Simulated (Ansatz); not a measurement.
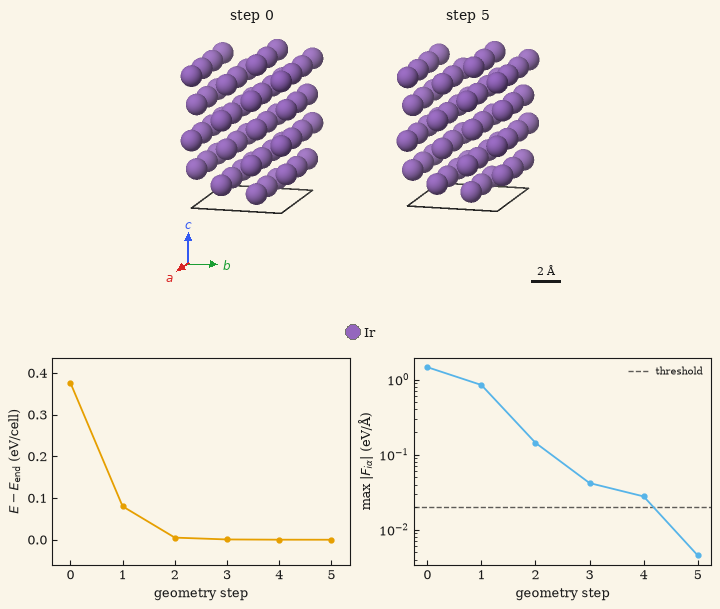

First and last geometry of a relaxation of a slab of composition Ir (cut from the Fm-3m phase), with the history of the run. The picture is a spheres-only view of the 3 × 1 repeat of the cell, outlined in the plane, without the vacuum, seen slightly off an axis.

The slab is the (2 1 1) face of Ir.

These are results of Ansatz 0.2.0, DFT PBEsol, scalar-relativistic, plane waves, PAW, not measurements.

Input
```yaml
crystal:
  lattice:
    - [2.708380993, 0.0, 0.0]
    - [0.0, 6.6341514618, 0.0]
    - [0.0, 0.0, 24.3821069722]
  atoms:
    - { symbol: Ir, position: [0.5, 0.6666666667, 0.3076026206] }
    - { symbol: Ir, position: [0.0, 0.3333333333, 0.3396688505] }
    - { symbol: Ir, position: [0.5, 0.0, 0.3717350804] }
    - { symbol: Ir, position: [0.0, 0.6666666667, 0.4038013103] }
    - { symbol: Ir, position: [0.5, 0.3333333333, 0.4358675402] }
    - { symbol: Ir, position: [0.0, 0.0, 0.4679337701] }
    - { symbol: Ir, position: [0.5, 0.6666666667, 0.5] }
    - { symbol: Ir, position: [0.0, 0.3333333333, 0.5320662299] }
    - { symbol: Ir, position: [0.5, 0.0, 0.5641324598] }
    - { symbol: Ir, position: [0.0, 0.6666666667, 0.5961986897] }
    - { symbol: Ir, position: [0.5, 0.3333333333, 0.6282649196] }
    - { symbol: Ir, position: [0.0, 0.0, 0.6603311495] }
    - { symbol: Ir, position: [0.5, 0.6666666667, 0.6923973794] }
basis:
  ecutwfc: 420
kpoints:
  mp_grid: { grid: [13, 5, 1] }
hamiltonian:
  xc: pbesol
scf:
  occupations: { method: gaussian, width: 0.1 }
output:
  forces: true
  eigenvalues: true
relax:
  adjacent_minimum: "off"
  f_tol: 0.02
  max_steps: 60
efield:
  axis: 3
  dipole_correction: true
  ramp_width: 0.04
```

Command:
```bash
ansatz run input.yaml --threads 8 --pin off --max-ram 15360MiB --backend cpu --events-out ev --progress --plain --runs-dir out
```

What do the curves and the structures tell?

Answer. It converged. The largest moves, 0.18 Å, are those of Ir1 and Ir13. Ir1 goes at 34° to the normal (+c side). The cell stays as it was. Among the contacts that change: Ir10–Ir13 2.708 → 2.595 Å, Ir12–Ir13 2.708 → 2.623 Å, Ir11–Ir12 2.708 → 2.647 Å, Ir3–Ir5 2.708 → 2.767 Å. The energy falls by 0.376 eV per cell of the calculation in 5 geometry steps. The largest force component goes from 1.5 to 0.0046 eV/Å.
